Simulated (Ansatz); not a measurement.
## Al2Ni: geometry relaxation (part 2 of 2)

Continued. System: Al2Ni (P-3m1, 3 atoms in the cell). Method: DFT PBE, scalar-relativistic, plane waves, PAW, no spin polarisation (Ansatz 0.2.0); cutoff 420 eV, 18×18×8 k-mesh, Gaussian smearing of 0.1 eV. The structure was made by a generator, so it may or may not be a known phase.

Geometry of the input (Å; fractional positions):
```
2.8260  0.0000  0.0000
-1.4130  2.4474  0.0000
0.0000  0.0000  6.0310
Al 0.3333  0.6667  0.1898
Al 0.6667  0.3333  0.8102
Ni 0.0000  0.0000  0.5000
```

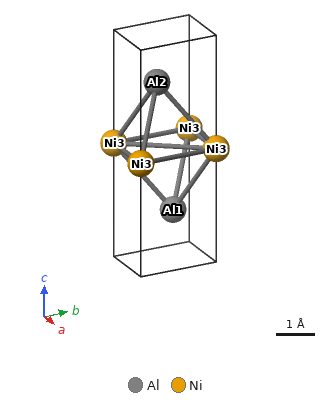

**Figure 1.** The geometry at step 2 of the log (ball-and-stick view of the cell of the calculation, seen slightly off an axis; atoms are numbered from 1 in the order of the input).

## Log, continued
```
SCF iter   1: F=—  HF=-6915.645935 eV  |F-HF|=—  |Δ(HF+E_count)|=         —  Δρ=6.30e-4  dr2=3.85e-4  ethr=1.61e-6  ⟨swp⟩=2.0  Hψ=24733  notcnv=0
preconditioner: auto → none  [metal: Δε(μ)=0.016 eV  Ē_g=7.064 eV  σ=0.100 eV  W_gap=0.09  n_scr=4 (ndim 8)  ℏωp=23.0 eV  f_vac=0.000  D(μ)=1.37/eV (n_scr^D=4)]
SCF iter   2: F=—  HF=-6915.645895 eV  |F-HF|=—  |Δ(HF+E_count)|=   3.95e-5  Δρ=4.75e-4  dr2=6.29e-5  ethr=1.61e-6  ⟨swp⟩=1.8  Hψ=5164  notcnv=0
SCF iter   3: F=—  HF=-6915.645845 eV  |F-HF|=—  |Δ(HF+E_count)|=   4.98e-5  Δρ=8.76e-5  dr2=1.06e-5  ethr=2.62e-7  ⟨swp⟩=2.0  Hψ=5978  notcnv=0
SCF iter   4: F=—  HF=-6915.645843 eV  |F-HF|=—  |Δ(HF+E_count)|=   2.18e-6  Δρ=3.07e-5  dr2=5.68e-7  ethr=4.40e-8  ⟨swp⟩=2.1  Hψ=5473  notcnv=0
iter 5 did not close the SCF: its close was put off for the readings that it lacked (scf_convergence_deferred on its scf_iter line)
SCF iter   5: F=-6915.645843 eV  HF=-6915.645843 eV  |F-HF|=2.48e-9  |Δ(HF+E_count)|=   4.74e-8  Δρ=5.64e-6  dr2=8.00e-9  ethr=2.37e-9  ⟨swp⟩=2.4  Hψ=6317  notcnv=0
SCF iter   6: F=-6915.645843 eV  HF=-6915.645843 eV  |F-HF|=1.27e-11  |Δ(HF+E_count)|=   1.52e-9  Δρ=5.21e-7  dr2=2.18e-11  ethr=3.33e-11  ⟨swp⟩=5.0  Hψ=23098  notcnv=0
SCF 3 converged in 6 iterations: F = -6915.645843 eV  dr2 = 2.18e-11
relax step   3: F+E_penalty+E_count = -6915.64584318 eV  Δ(F+E_penalty+E_count) = -7.577e-4 eV  max|allowed force component| = 1.835e-3 eV/Å  Δτ_max = 0.0052 Å  P = -0.102 GPa  Ω = 41.697 Å³  energy of the carried Pulay correction = +6.119e-6 eV  (6 SCF iters, dr2 threshold 3.00e-7 eV, accepted)
Crystal: 3 atoms, lattice volume = 41.659 Å³
iter 1 solved again at ethr=7.19e-8 eV; its pass at ethr=3.10e-3 eV (dr2=1.73e-5 eV) is discarded
SCF iter   1: F=—  HF=-6915.645914 eV  |F-HF|=—  |Δ(HF+E_count)|=         —  Δρ=1.75e-4  dr2=1.46e-5  ethr=7.19e-8  ⟨swp⟩=2.4  Hψ=22806  notcnv=0
preconditioner: auto → none  [metal: Δε(μ)=0.018 eV  Ē_g=7.072 eV  σ=0.100 eV  W_gap=0.10  n_scr=4 (ndim 8)  ℏωp=23.0 eV  f_vac=0.000  D(μ)=1.37/eV (n_scr^D=4)]
SCF iter   2: F=—  HF=-6915.645872 eV  |F-HF|=—  |Δ(HF+E_count)|=   4.19e-5  Δρ=5.78e-5  dr2=1.37e-6  ethr=6.10e-8  ⟨swp⟩=1.0  Hψ=4260  notcnv=0
SCF iter   3: F=—  HF=-6915.645872 eV  |F-HF|=—  |Δ(HF+E_count)|=   1.35e-7  Δρ=9.35e-6  dr2=5.88e-8  ethr=5.70e-9  ⟨swp⟩=1.2  Hψ=4441  notcnv=0
iter 4 did not close the SCF: its close was put off for the readings that it lacked (scf_convergence_deferred on its scf_iter line)
SCF iter   4: F=-6915.645872 eV  HF=-6915.645872 eV  |F-HF|=7.28e-9  |Δ(HF+E_count)|=   1.37e-8  Δρ=4.95e-6  dr2=9.30e-9  ethr=2.45e-10  ⟨swp⟩=2.0  Hψ=6079  notcnv=0
iter 5 did not close the SCF: its close was put off for the readings that it lacked (scf_convergence_deferred on its scf_iter line)
SCF iter   5: F=-6915.645872 eV  HF=-6915.645872 eV  |F-HF|=3.91e-11  |Δ(HF+E_count)|=   1.99e-9  Δρ=1.02e-6  dr2=2.00e-10  ethr=3.87e-11  ⟨swp⟩=2.1  Hψ=5778  notcnv=0
SCF iter   6: F=-6915.645872 eV  HF=-6915.645872 eV  |F-HF|=2.73e-12  |Δ(HF+E_count)|=  3.91e-11  Δρ=1.57e-7  dr2=3.21e-12  ethr=1.00e-12  ⟨swp⟩=4.2  Hψ=20677  notcnv=0
SCF 4 converged in 6 iterations: F = -6915.645872 eV  dr2 = 3.21e-12
relax step   4: F+E_penalty+E_count = -6915.64587201 eV  Δ(F+E_penalty+E_count) = -2.883e-5 eV  max|allowed force component| = 1.324e-4 eV/Å  Δτ_max = 0.0004 Å  P = -0.003 GPa  Ω = 41.659 Å³  energy of the carried Pulay correction = +2.184e-5 eV  (6 SCF iters, accepted)
Initial wavefunctions: pseudopotential atomic-orbital guess (no wavefunctions were taken with the density)
iter 1 solved again at ethr=2.61e-7 eV; its pass at ethr=3.10e-3 eV (dr2=6.27e-5 eV) is discarded
SCF iter   1: F=—  HF=-6915.645891 eV  |F-HF|=—  |Δ(HF+E_count)|=         —  Δρ=1.25e-4  dr2=1.43e-7  ethr=2.61e-7  ⟨swp⟩=2.9  Hψ=32223  notcnv=0
preconditioner: auto → none  [metal: Δε(μ)=0.019 eV  Ē_g=7.072 eV  σ=0.100 eV  W_gap=0.11  n_scr=4 (ndim 8)  ℏωp=23.0 eV  f_vac=0.000  D(μ)=1.37/eV (n_scr^D=4)]
SCF iter   2: F=—  HF=-6915.645857 eV  |F-HF|=—  |Δ(HF+E_count)|=   3.37e-5  Δρ=6.27e-5  dr2=3.57e-8  ethr=5.95e-10  ⟨swp⟩=2.0  Hψ=6813  notcnv=0
SCF iter   3: F=—  HF=-6915.645860 eV  |F-HF|=—  |Δ(HF+E_count)|=   3.37e-6  Δρ=2.42e-6  dr2=2.38e-9  ethr=1.49e-10  ⟨swp⟩=1.0  Hψ=4327  notcnv=0
SCF iter   4: F=—  HF=-6915.645860 eV  |F-HF|=—  |Δ(HF+E_count)|=   1.13e-9  Δρ=1.12e-6  dr2=4.46e-10  ethr=9.93e-12  ⟨swp⟩=2.0  Hψ=6129  notcnv=0
iter 5 did not close the SCF: its close was put off for the readings that it lacked (scf_convergence_deferred on its scf_iter line)
SCF iter   5: F=-6915.645860 eV  HF=-6915.645860 eV  |F-HF|=1.00e-11  |Δ(HF+E_count)|=  3.09e-11  Δρ=2.88e-7  dr2=1.69e-11  ethr=1.86e-12  ⟨swp⟩=2.0  Hψ=5937  notcnv=0
SCF iter   6: F=-6915.645860 eV  HF=-6915.645860 eV  |F-HF|=1.82e-12  |Δ(HF+E_count)|=  1.18e-11  Δρ=2.28e-8  dr2=5.91e-14  ethr=1.00e-12  ⟨swp⟩=4.1  Hψ=18512  notcnv=0
SCF 5 converged in 6 iterations: F = -6915.645860 eV  dr2 = 5.91e-14
relax step   5: F+E_penalty+E_count = -6915.64586036 eV  Δ(F+E_penalty+E_count) = +1.165e-5 eV  max|allowed force component| = 9.896e-5 eV/Å  Δτ_max = 0.0000 Å  P = -0.005 GPa  Ω = 41.659 Å³  stress off target by 7.29e-3 GPa  SCF on the basis re-selected at this cell (its energy is not comparable with the rows above)  (6 SCF iters)
basis re-selected at this cell: Δ(F+E_penalty+E_count) = +1.165e-5 eV, ΔP = -0.002 GPa vs the last step (what re-selecting the basis moved, of the pressure what is left beyond the Pulay correction that the steps carried, after the strain that the cell walked since its last selection, with what the two solves' SCF thresholds leave and, on support functions, any second-order correction that the steps lacked; it is no measure of the basis error at this ecutwfc). This SCF's stress stands 7.29e-3 GPa from its target on what of the cell is left free (relax.cell.stress_tol is 5.00e-2 GPa) and its largest allowed force component is 9.90e-5 eV/Å (relax.f_tol is 1.00e-2 eV/Å): within both
SCF converged after 6 iterations
Free energy (F): -6915.645860 eV
Harris-Foulkes:  -6915.645860 eV  (|F-HF|=1.82e-12)
Internal energy: -6915.638986 eV  (E = F + TS)
E sigma→0 (E₀):  -6915.642423 eV
Entropy (-TS):   -0.006875 eV (-2.292 meV/atom)
Fermi energy:    10.908795 eV
--- Per-component energies (eV) ---
  E_band       = -375.925509
  E_kinetic    = 331.854554
  E_local      = -5964.585775  (includes V_loc(G=0)·N_el)
  E_nonlocal   = 658.374958
  E_hartree    = 2652.646977
  E_xc         = -165.197756
  E_vxc        = -168.463602  (∫ρ·V_xc dr)
  E_paw        = -2567.598895  (= ΣΔE_a)
  E_vpaw       = -538.400090  (= ΣTr[D̂ρ^β])
  E_aug_tail   = 0.000494  (compensation charges beyond the density's cutoff)
  E_ewald      = -1861.133544
  E_smearing   = -0.006875  (= −TS)
  E_closure    = -0.000000  (closes the sum)
  Σ components = -6915.645860   (vs F -6915.645860, Δ=0.00e0)
--- Forces (eV/Å), atoms counted from 1 ---
  atom   1  Al     0.00000000    -0.00000000     0.00009896
  atom   2  Al     0.00000000     0.00000000    -0.00009896
  atom   3  Ni     0.00000000     0.00000000     0.00000000
  max |Σ_I F_I| component: 3.47e-18 eV/Å
--- Stress (GPa, compression-positive) ---
       -0.007290       0.000000       0.000000
        0.000000      -0.007290       0.000000
        0.000000       0.000000      -0.000644
  P = ⅓ Tr σ = -0.0051 GPa (-0.051 kbar)
--- Band table (eV; the first three rows and the last of 266) ---
  k-point 0: bands = ["-92.2356", "-52.8621", "-52.5084", "-52.5084", "0.0351", "3.6041", "4.6352", "8.4237", "9.1546", "9.1546", "9.4790", "9.4790", "15.1947", "17.5716", "22.7044", "22.7044"]
  k-point 1: bands = ["-92.2356", "-52.8621", "-52.5084", "-52.5084", "0.0939", "3.1076", "5.2114", "8.4231", "9.1546", "9.1546", "9.4789", "9.4789", "14.3764", "18.4696", "22.7646", "22.7646"]
  k-point 2: bands = ["-92.2356", "-52.8622", "-52.5084", "-52.5084", "0.2653", "2.4018", "6.1332", "8.4206", "9.1546", "9.1546", "9.4786", "9.4786", "13.0750", "20.0034", "22.9296", "22.9296"]
  k-point 265: bands = ["-92.2311", "-52.8565", "-52.5384", "-52.5384", "7.4753", "7.4753", "7.8867", "7.9791", "7.9791", "8.5577", "9.9454", "9.9454", "11.5788", "11.8465", "11.8465", "16.6004"]
--- Relaxed structure (4 steps of the walk, 4 accepted, 1 SCFs on fresh bases) ---
  F+E_penalty+E_count = -6915.64586036 eV   max|allowed force component| = 9.896e-5 eV/Å   (the final SCF, on the basis selected at the relaxed cell)
  cell:  # Å, volume = 41.6589 Å³
    - [2.8091209449233157, -2.869542380599815e-11, 5.122350405118819e-30]
    - [-1.404560472436807, 2.4327701006208864, -1.0233208834531926e-29]
    - [1.0936732190645335e-29, -1.8903420601681693e-29, 6.0958829458478085]
  atoms:
    - { symbol: Al, position: [0.33333333333333326, 0.6666666666666666, 0.1923026746673919] }
    - { symbol: Al, position: [0.6666666666666665, 0.33333333333333326, 0.8076973253326081] }
    - { symbol: Ni, position: [-2.5057066437354626e-35, 7.104322667270169e-35, 0.49999999999999994] }
```

## Trajectory as extended XYZ (Å, eV, eV/Å), 5 frames, from step=1 to step=5
```
3
Lattice="2.8260 0.0000 0.0000 -1.4130 2.4474 0.0000 0.0000 0.0000 6.0310" Properties=species:S:1:pos:R:3:forces:R:3 step=1 energy=-6915.63842 pressure_GPa=-0.12
Al    0.0000    1.6316    1.1447    0.0000   0.0000   0.1838
Al    1.4130    0.8158    4.8864    0.0000   0.0000  -0.1838
Ni    0.0000    0.0000    3.0155    0.0000   0.0000   0.0000
3
Lattice="2.8083 0.0000 0.0000 -1.4041 2.4321 0.0000 0.0000 0.0000 6.1185" Properties=species:S:1:pos:R:3:forces:R:3 step=2 energy=-6915.64509 pressure_GPa=-0.32
Al    0.0000    1.6214    1.1822    0.0000   0.0000  -0.0537
Al    1.4041    0.8107    4.9363    0.0000   0.0000   0.0537
Ni    0.0000    0.0000    3.0593    0.0000   0.0000   0.0000
3
Lattice="2.8101 0.0000 0.0000 -1.4050 2.4336 0.0000 0.0000 0.0000 6.0974" Properties=species:S:1:pos:R:3:forces:R:3 step=3 energy=-6915.64584 pressure_GPa=-0.10
Al    0.0000    1.6224    1.1729    0.0000   0.0000  -0.0018
Al    1.4050    0.8112    4.9244    0.0000   0.0000   0.0018
Ni    0.0000    0.0000    3.0487    0.0000   0.0000   0.0000
3
Lattice="2.8091 0.0000 0.0000 -1.4046 2.4328 0.0000 0.0000 0.0000 6.0959" Properties=species:S:1:pos:R:3:forces:R:3 step=4 energy=-6915.64587 pressure_GPa=-0.00
Al    0.0000    1.6218    1.1723    0.0000   0.0000   0.0001
Al    1.4046    0.8109    4.9236    0.0000   0.0000  -0.0001
Ni    0.0000    0.0000    3.0479    0.0000   0.0000   0.0000
3
Lattice="2.8091 0.0000 0.0000 -1.4046 2.4328 0.0000 0.0000 0.0000 6.0959" Properties=species:S:1:pos:R:3:forces:R:3 step=5 energy=-6915.64586 pressure_GPa=-0.01
Al    0.0000    1.6218    1.1723    0.0000   0.0000   0.0001
Al    1.4046    0.8109    4.9236    0.0000   0.0000  -0.0001
Ni    0.0000    0.0000    3.0479    0.0000   0.0000   0.0000
```

## Results in brief

| quantity | value |
| --- | --- |
| outcome | converged |
| space group (tolerance 0.01 Å) | P-3m1 (164) |
| electrons treated | 24 |
| free energy | −6915.6459 eV |
| Fermi energy | 10.909 eV |
| gap on the k-point mesh | none (metallic) |
| pressure | −0.01 GPa |
| final volume | 41.66 Å³ |
| largest force (length of the vector) at the end | under 0.001 eV/Å |
| final cell | a = 2.809 Å, b = 2.809 Å, c = 6.096 Å, α = 90.00°, β = 90.00°, γ = 120.00° |
| hardware | 1 thread of Arm Neoverse V1, 24 GiB of memory available, shared host |
| wall time | 57 s |
| peak memory | 0.46 GiB |

The run has no spin polarisation, so a magnetic state may lie lower.
